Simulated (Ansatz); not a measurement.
**Run report: GaAs, geometry relaxation (part 1 of 2)**

System: GaAs (F-43m, 2 atoms in the cell).
Method: DFT, PBEsol, plane waves, PAW, no spin polarisation (Ansatz 0.2.0).

The structure derives from an entry of the Crystallography Open Database. Some settings of this run were made unusual or wrong on purpose. Figures and captions count atoms from 1; the log counts them from 0 in places.

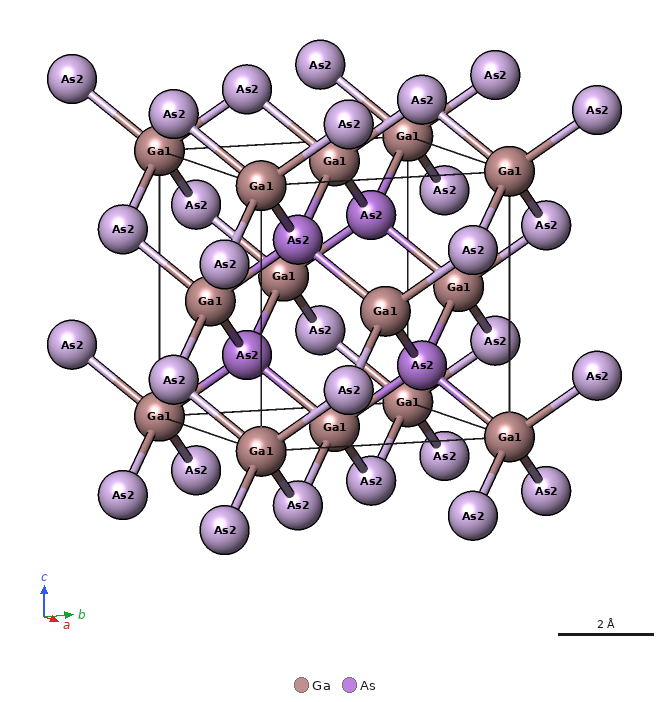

The input geometry (ball-and-stick view of the cell 4 times as large as that of the calculation, set on its symmetry axes, seen slightly off an axis; neighbours outside the cell are drawn fainter; atoms are numbered from 1 in the order of the input).

## Input
```yaml
crystal:
  lattice:
    - [0.0, 2.82685, 2.82685]
    - [2.82685, 0.0, 2.82685]
    - [2.82685, 2.82685, 0.0]
  atoms:
    - { symbol: Ga, position: [0.0, 0.0, 0.0] }
    - { symbol: As, position: [0.75, 0.75, 0.75] }
basis:
  ecutwfc: 420
kpoints:
  mp_grid: { grid: [1, 1, 1] }
hamiltonian:
  xc: pbesol
scf:
  occupations: { method: gaussian, width: 0.02 }
  max_iter: 100
output:
  forces: true
  eigenvalues: true
  stress: true
relax:
  adjacent_minimum: "off"
  f_tol: 0.005
  max_steps: 80
  cell: { stress_tol: 0.05 }
```

Launch command:
```bash
ansatz run input.yaml --threads 1 --pin off --max-ram 3072MiB --backend cpu --events-out ev --progress --plain --runs-dir out
```

## Output
```
The last accepted step is kept in [file] (removed where the run ends without a failure and the disk answers)
Engine: ansatz 0.2.0, x86_64-unknown-linux-gnu
Pseudopotentials: kind: paw
Pseudopotential: Ga, paw, valence charge 13, recommended cutoff 420 eV (normal), Ga.paw.azcp
Pseudopotential: As, paw, valence charge 15, recommended cutoff 420 eV (normal), As.paw.azcp
Functional definition: PBEsol
  exchange = pbesol_x
  correlation = pbesol_c
Crystal: 2 atoms, lattice volume = 45.179 Å³
Basis set: ecut = 420 eV, 893 PW (Γ), exchange–correlation on 54×54×54 points (8 copies of the dense FFT grid, shifted against one another)
Bands: 18, of which v1, the nominal top of the filled ones, is band 14 counted from 1 (13 counted from 0)
Symmetry: 24 space group operations
Space group: F-43m (ITA 216), of the structure as read, at distance tolerance 3.6e-5 Å
k-points: 1
Non-local potential: Ga, projectors of the file, l = 0: 2, l = 1: 2, l = 2: 3, l = 3: 1
Non-local potential: As, projectors of the file, l = 0: 2, l = 1: 2, l = 2: 3, l = 3: 1
PAW form: soft (Blöchl's): semilocal exchange-correlation on the pseudo side does not see the compensation charge
PAW frozen core: Ga, regenerated for the run's functional, and the local potential with it (the file was generated under x = pbe(κ = 0.804, μ = 0.2195149727645171), c = pbe(β = 0.06672455060314922))
PAW frozen core: As, regenerated for the run's functional, and the local potential with it (the file was generated under x = pbe(κ = 0.804, μ = 0.2195149727645171), c = pbe(β = 0.06672455060314922))
PAW one-centre angular grid: Ga, 590 points (default); XC on 64 Gauss nodes
PAW one-centre angular grid: As, 590 points (default); XC on 64 Gauss nodes
Initial density: superposition of atomic densities (neutral atoms: chi_scale 0, normalization atom), corrected by the library's trained network
Initial wavefunctions: pseudopotential atomic-orbital guess
Functional: x = pbesol(κ = 0.804, μ = 0.12345679012345678), c = pbesol(β = 0.046)
SCF iter   1: F=—  HF=-8539.799939 eV  |F-HF|=—  |Δ(HF+E_count)|=         —  Δρ=7.64e-2  dr2=3.61e0  ethr=1.77e-3  ⟨swp⟩=6.0  Hψ=76  notcnv=0
preconditioner: auto → none  [insulator: Δε(μ)=0.429 eV  Ē_g=12.464 eV  σ=0.020 eV  W_gap=1.00  n_scr=14 (ndim 8)  ℏωp=23.4 eV  f_vac=0.086  D(μ)=0.00/eV (n_scr^D=0)  ε∞_Penn≈4.5]
SCF iter   2: F=—  HF=-8538.965653 eV  |F-HF|=—  |Δ(HF+E_count)|=   8.34e-1  Δρ=2.92e-2  dr2=6.15e-1  ethr=1.77e-3  ⟨swp⟩=3.0  Hψ=48  notcnv=0
preconditioner: auto → LDOS  [insulator: Δε(μ)=0.032 eV  Ē_g=13.020 eV  σ=0.020 eV  W_gap=0.72  n_scr=14 (ndim 8)  ℏωp=23.4 eV  f_vac=0.150  D(μ)=97.55/eV (n_scr^D=5960)  ε∞_Penn≈4.2  β→1.0]
SCF iter   3: F=—  HF=-8538.809726 eV  |F-HF|=—  |Δ(HF+E_count)|=   1.56e-1  Δρ=1.63e-2  dr2=1.04e-1  ethr=1.77e-3  ⟨swp⟩=2.0  Hψ=33  notcnv=0
SCF iter   4: F=—  HF=-8538.838093 eV  |F-HF|=—  |Δ(HF+E_count)|=   2.84e-2  Δρ=7.71e-3  dr2=1.54e-2  ethr=3.73e-4  ⟨swp⟩=2.0  Hψ=31  notcnv=0
SCF iter   5: F=—  HF=-8538.823086 eV  |F-HF|=—  |Δ(HF+E_count)|=   1.50e-2  Δρ=2.78e-3  dr2=1.46e-3  ethr=5.49e-5  ⟨swp⟩=2.0  Hψ=31  notcnv=0
SCF iter   6: F=—  HF=-8538.823516 eV  |F-HF|=—  |Δ(HF+E_count)|=   4.30e-4  Δρ=8.06e-4  dr2=1.24e-4  ethr=5.22e-6  ⟨swp⟩=2.0  Hψ=26  notcnv=0
SCF iter   7: F=—  HF=-8538.823699 eV  |F-HF|=—  |Δ(HF+E_count)|=   1.83e-4  Δρ=1.63e-4  dr2=9.99e-6  ethr=4.42e-7  ⟨swp⟩=3.0  Hψ=28  notcnv=0
SCF iter   8: F=—  HF=-8538.823712 eV  |F-HF|=—  |Δ(HF+E_count)|=   1.31e-5  Δρ=8.11e-5  dr2=2.02e-6  ethr=3.57e-8  ⟨swp⟩=2.0  Hψ=29  notcnv=0
SCF iter   9: F=-8538.823713 eV  HF=-8538.823713 eV  |F-HF|=1.61e-8  |Δ(HF+E_count)|=   3.49e-7  Δρ=1.72e-5  dr2=8.62e-8  ethr=3.57e-10  ⟨swp⟩=4.0  Hψ=71  notcnv=0
SCF 1 converged in 9 iterations: F = -8538.823713 eV  dr2 = 8.62e-8
  greatest PAW one-centre occupation: 0.999 electrons in one spin orbital (limit 2), on the As atom at site 1 (counted from 0), in its partial waves of l = 2
relax step   1: F+E_penalty+E_count = -8538.82371278 eV  Δ(F+E_penalty+E_count) = +0.000e0 eV  max|allowed force component| = 2.895e-24 eV/Å  Δτ_max = 0.0000 Å  P = +44.737 GPa  Ω = 45.179 Å³  (9 SCF iters, dr2 threshold 1.00e-7 eV, accepted)
Crystal: 2 atoms, lattice volume = 52.114 Å³
Basis set: ecut = 420 eV, 965 PW (Γ), exchange–correlation on 54×54×54 points (8 copies of the dense FFT grid, shifted against one another)
Initial density: handed on by an earlier stage of this run
Initial wavefunctions: those handed on with the density
SCF iter   1: F=—  HF=-8542.321063 eV  |F-HF|=—  |Δ(HF+E_count)|=         —  Δρ=8.16e-2  dr2=2.15e0  ethr=3.10e-3  ⟨swp⟩=6.0  Hψ=87  notcnv=0
preconditioner: auto → LDOS  [insulator: Δε(μ)=2.710 eV  Ē_g=12.089 eV  σ=0.020 eV  W_gap=0.66  n_scr=14 (ndim 8)  ℏωp=21.8 eV  f_vac=0.291  D(μ)=154.26/eV (n_scr^D=7118)  ε∞_Penn≈4.3  β→1.0]
SCF iter   2: F=—  HF=-8542.108736 eV  |F-HF|=—  |Δ(HF+E_count)|=   2.12e-1  Δρ=2.65e-2  dr2=6.22e-1  ethr=3.10e-3  ⟨swp⟩=4.0  Hψ=42  notcnv=0
SCF iter   3: F=—  HF=-8542.127598 eV  |F-HF|=—  |Δ(HF+E_count)|=   1.89e-2  Δρ=2.59e-2  dr2=5.32e-1  ethr=2.22e-3  ⟨swp⟩=2.0  Hψ=36  notcnv=0
SCF iter   4: F=—  HF=-8542.132046 eV  |F-HF|=—  |Δ(HF+E_count)|=   4.45e-3  Δρ=2.46e-2  dr2=5.23e-1  ethr=1.90e-3  ⟨swp⟩=2.0  Hψ=33  notcnv=0
SCF iter   5: F=—  HF=-8542.144603 eV  |F-HF|=—  |Δ(HF+E_count)|=   1.26e-2  Δρ=2.47e-2  dr2=5.04e-1  ethr=1.87e-3  ⟨swp⟩=2.0  Hψ=21  notcnv=0
SCF iter   6: F=—  HF=-8542.131790 eV  |F-HF|=—  |Δ(HF+E_count)|=   1.28e-2  Δρ=2.48e-2  dr2=4.97e-1  ethr=1.80e-3  ⟨swp⟩=1.0  Hψ=18  notcnv=0
SCF iter   7: F=—  HF=-8542.123184 eV  |F-HF|=—  |Δ(HF+E_count)|=   8.61e-3  Δρ=2.47e-2  dr2=4.85e-1  ethr=1.77e-3  ⟨swp⟩=1.0  Hψ=18  notcnv=0
SCF iter   8: F=—  HF=-8542.114531 eV  |F-HF|=—  |Δ(HF+E_count)|=   8.65e-3  Δρ=2.50e-2  dr2=4.48e-1  ethr=1.73e-3  ⟨swp⟩=1.0  Hψ=18  notcnv=0
SCF iter   9: F=—  HF=-8542.125135 eV  |F-HF|=—  |Δ(HF+E_count)|=   1.06e-2  Δρ=2.46e-2  dr2=4.54e-1  ethr=1.60e-3  ⟨swp⟩=1.0  Hψ=18  notcnv=0
SCF iter  10: F=—  HF=-8542.133720 eV  |F-HF|=—  |Δ(HF+E_count)|=   8.59e-3  Δρ=2.34e-2  dr2=4.21e-1  ethr=1.60e-3  ⟨swp⟩=1.0  Hψ=18  notcnv=0
SCF iter  11: F=—  HF=-8542.104686 eV  |F-HF|=—  |Δ(HF+E_count)|=   2.90e-2  Δρ=1.99e-2  dr2=2.93e-1  ethr=1.50e-3  ⟨swp⟩=2.0  Hψ=21  notcnv=0
SCF iter  12: F=—  HF=-8542.066026 eV  |F-HF|=—  |Δ(HF+E_count)|=   3.87e-2  Δρ=1.48e-2  dr2=1.37e-1  ethr=1.05e-3  ⟨swp⟩=2.0  Hψ=29  notcnv=0
SCF iter  13: F=—  HF=-8542.048069 eV  |F-HF|=—  |Δ(HF+E_count)|=   1.80e-2  Δρ=3.33e-3  dr2=3.03e-3  ethr=4.90e-4  ⟨swp⟩=3.0  Hψ=28  notcnv=0
SCF iter  14: F=—  HF=-8542.050996 eV  |F-HF|=—  |Δ(HF+E_count)|=   2.93e-3  Δρ=8.65e-4  dr2=1.55e-4  ethr=1.08e-5  ⟨swp⟩=3.0  Hψ=36  notcnv=0
SCF iter  15: F=—  HF=-8542.051389 eV  |F-HF|=—  |Δ(HF+E_count)|=   3.92e-4  Δρ=3.13e-4  dr2=4.15e-5  ethr=5.53e-7  ⟨swp⟩=2.0  Hψ=36  notcnv=0
SCF iter  16: F=—  HF=-8542.051402 eV  |F-HF|=—  |Δ(HF+E_count)|=   1.40e-5  Δρ=1.32e-4  dr2=9.63e-6  ethr=1.48e-7  ⟨swp⟩=2.0  Hψ=33  notcnv=0
SCF iter  17: F=—  HF=-8542.051410 eV  |F-HF|=—  |Δ(HF+E_count)|=   7.45e-6  Δρ=2.87e-5  dr2=5.82e-7  ethr=3.44e-8  ⟨swp⟩=2.0  Hψ=28  notcnv=0
SCF iter  18: F=-8542.051410 eV  HF=-8542.051410 eV  |F-HF|=2.89e-9  |Δ(HF+E_count)|=   4.67e-7  Δρ=6.53e-6  dr2=2.26e-8  ethr=7.14e-10  ⟨swp⟩=5.0  Hψ=84  notcnv=0
SCF 2 converged in 18 iterations: F = -8542.051410 eV  dr2 = 2.26e-8
relax step   2: F+E_penalty+E_count = -8542.05141040 eV  Δ(F+E_penalty+E_count) = -3.228e0 eV  max|allowed force component| = 2.809e-24 eV/Å  Δτ_max = 0.0000 Å  P = +66.327 GPa  Ω = 52.114 Å³  energy of the carried Pulay correction = -2.672e-3 eV  (18 SCF iters, dr2 threshold 2.00e-7 eV, accepted)
[... from here on the SCF iterations and repeated set-up lines of each step are left out, up to the last step ...]
SCF 3 converged in 14 iterations: F = -8544.616878 eV  dr2 = 4.73e-8
relax step   3: F+E_penalty+E_count = -8544.61687783 eV  Δ(F+E_penalty+E_count) = -2.565e0 eV  max|allowed force component| = 3.619e-25 eV/Å  Δτ_max = 0.0000 Å  P = +43.547 GPa  Ω = 59.724 Å³  energy of the carried Pulay correction = -5.202e-3 eV  (14 SCF iters, dr2 threshold 2.00e-7 eV, accepted)
SCF 4 converged in 13 iterations: F = -8546.427644 eV  dr2 = 5.01e-8
relax step   4: F+E_penalty+E_count = -8546.42764364 eV  Δ(F+E_penalty+E_count) = -1.811e0 eV  max|allowed force component| = 6.721e-25 eV/Å  Δτ_max = 0.0000 Å  P = +27.337 GPa  Ω = 68.042 Å³  energy of the carried Pulay correction = -7.586e-3 eV  (13 SCF iters, dr2 threshold 2.00e-7 eV, accepted)
SCF 5 converged in 13 iterations: F = -8547.589507 eV  dr2 = 1.97e-8
relax step   5: F+E_penalty+E_count = -8547.58950704 eV  Δ(F+E_penalty+E_count) = -1.162e0 eV  max|allowed force component| = 8.651e-24 eV/Å  Δτ_max = 0.0000 Å  P = +14.309 GPa  Ω = 77.098 Å³  energy of the carried Pulay correction = -9.825e-3 eV  (13 SCF iters, dr2 threshold 2.00e-7 eV, accepted)
SCF 6 converged in 13 iterations: F = -8548.076252 eV  dr2 = 8.31e-9
relax step   6: F+E_penalty+E_count = -8548.07625218 eV  Δ(F+E_penalty+E_count) = -4.867e-1 eV  max|allowed force component| = 1.020e-23 eV/Å  Δτ_max = 0.0000 Å  P = +1.681 GPa  Ω = 86.924 Å³  energy of the carried Pulay correction = -1.192e-2 eV  (13 SCF iters, dr2 threshold 2.00e-7 eV, accepted)
SCF 7 converged in 11 iterations: F = -8548.082663 eV  dr2 = 1.31e-8
relax step   7: F+E_penalty+E_count = -8548.08266288 eV  Δ(F+E_penalty+E_count) = -6.411e-3 eV  max|allowed force component| = 1.516e-23 eV/Å  Δτ_max = 0.0000 Å  P = -0.249 GPa  Ω = 88.422 Å³  energy of the carried Pulay correction = -1.222e-2 eV  (11 SCF iters, dr2 threshold 2.00e-7 eV, accepted)
SCF 8 converged in 9 iterations: F = -8548.082851 eV  dr2 = 1.21e-7
relax step   8: F+E_penalty+E_count = -8548.08285096 eV  Δ(F+E_penalty+E_count) = -1.881e-4 eV  max|allowed force component| = 1.103e-23 eV/Å  Δτ_max = 0.0000 Å  P = +0.004 GPa  Ω = 88.226 Å³  energy of the carried Pulay correction = -1.218e-2 eV  (9 SCF iters, dr2 threshold 1.55e-7 eV, accepted)
SCF 9 converged in 15 iterations: F = -8548.766116 eV  dr2 = 1.26e-11
relax step   9: F+E_penalty+E_count = -8548.76611607 eV  Δ(F+E_penalty+E_count) = -6.833e-1 eV  max|allowed force component| = 5.974e-28 eV/Å  Δτ_max = 0.0000 Å  P = +10.885 GPa  Ω = 88.226 Å³  stress off target by 1.09e1 GPa  SCF on the basis re-selected at this cell (its energy is not comparable with the rows above)  (15 SCF iters)
SCF 10 converged in 11 iterations: F = -8549.223744 eV  dr2 = 3.09e-8
relax step  10: F+E_penalty+E_count = -8549.22374408 eV  Δ(F+E_penalty+E_count) = -4.576e-1 eV  max|allowed force component| = 2.326e-25 eV/Å  Δτ_max = 0.0000 Å  P = +7.469 GPa  Ω = 96.323 Å³  energy of the carried Pulay correction = -7.766e-4 eV  (11 SCF iters, dr2 threshold 2.00e-7 eV, accepted)
SCF 11 converged in 11 iterations: F = -8549.632027 eV  dr2 = 9.26e-8
relax step  11: F+E_penalty+E_count = -8549.63202697 eV  Δ(F+E_penalty+E_count) = -4.083e-1 eV  max|allowed force component| = 1.114e-24 eV/Å  Δτ_max = 0.0000 Å  P = +4.327 GPa  Ω = 107.688 Å³  energy of the carried Pulay correction = -2.124e-3 eV  (11 SCF iters, dr2 threshold 2.00e-7 eV, accepted)
SCF 12 converged in 11 iterations: F = -8549.871784 eV  dr2 = 4.33e-8
relax step  12: F+E_penalty+E_count = -8549.87178356 eV  Δ(F+E_penalty+E_count) = -2.398e-1 eV  max|allowed force component| = 6.893e-25 eV/Å  Δτ_max = 0.0000 Å  P = +2.140 GPa  Ω = 119.914 Å³  energy of the carried Pulay correction = -3.862e-3 eV  (11 SCF iters, dr2 threshold 2.00e-7 eV, accepted)
SCF 13 converged in 12 iterations: F = -8549.970753 eV  dr2 = 6.37e-9
relax step  13: F+E_penalty+E_count = -8549.97075270 eV  Δ(F+E_penalty+E_count) = -9.897e-2 eV  max|allowed force component| = 3.770e-26 eV/Å  Δτ_max = 0.0000 Å  P = +0.366 GPa  Ω = 133.031 Å³  energy of the carried Pulay correction = -5.558e-3 eV  (12 SCF iters, dr2 threshold 2.00e-7 eV, accepted)
SCF 14 converged in 10 iterations: F = -8549.973641 eV  dr2 = 5.55e-9
relax step  14: F+E_penalty+E_count = -8549.97364128 eV  Δ(F+E_penalty+E_count) = -2.889e-3 eV  max|allowed force component| = 6.807e-25 eV/Å  Δτ_max = 0.0000 Å  P = -0.027 GPa  Ω = 136.098 Å³  energy of the carried Pulay correction = -5.915e-3 eV  (10 SCF iters, dr2 threshold 2.00e-7 eV, accepted)
SCF 15 converged in 14 iterations: F = -8550.033213 eV  dr2 = 3.32e-12
relax step  15: F+E_penalty+E_count = -8550.03321339 eV  Δ(F+E_penalty+E_count) = -5.957e-2 eV  max|allowed force component| = 2.693e-28 eV/Å  Δτ_max = 0.0000 Å  P = +0.814 GPa  Ω = 136.098 Å³  stress off target by 8.14e-1 GPa  SCF on the basis re-selected at this cell (its energy is not comparable with the rows above)  (14 SCF iters)
SCF 16 converged in 9 iterations: F = -8550.058077 eV  dr2 = 6.89e-8
relax step  16: F+E_penalty+E_count = -8550.05807662 eV  Δ(F+E_penalty+E_count) = -2.486e-2 eV  max|allowed force component| = 1.129e-24 eV/Å  Δτ_max = 0.0000 Å  P = +0.429 GPa  Ω = 142.700 Å³  energy of the carried Pulay correction = -4.014e-4 eV  (9 SCF iters, dr2 threshold 2.00e-7 eV, accepted)
SCF 17 converged in 10 iterations: F = -8550.069783 eV  dr2 = 1.06e-8
relax step  17: F+E_penalty+E_count = -8550.06978251 eV  Δ(F+E_penalty+E_count) = -1.171e-2 eV  max|allowed force component| = 4.308e-25 eV/Å  Δτ_max = 0.0000 Å  P = +0.072 GPa  Ω = 150.835 Å³  energy of the carried Pulay correction = -9.466e-4 eV  (10 SCF iters, dr2 threshold 2.00e-7 eV, accepted)
SCF 18 converged in 10 iterations: F = -8550.070096 eV  dr2 = 6.70e-10
relax step  18: F+E_penalty+E_count = -8550.07009635 eV  Δ(F+E_penalty+E_count) = -3.138e-4 eV  max|allowed force component| = 2.423e-26 eV/Å  Δτ_max = 0.0000 Å  P = +0.008 GPa  Ω = 152.593 Å³  energy of the carried Pulay correction = -1.072e-3 eV  (10 SCF iters, dr2 threshold 1.30e-8 eV, accepted)
Basis set: ecut = 420 eV, 2975 PW (Γ), exchange–correlation on 90×90×90 points (8 copies of the dense FFT grid, shifted against one another)
iter 1 solved again at ethr=3.81e-7 eV; its pass at ethr=3.10e-3 eV (dr2=1.07e-4 eV) is discarded
```
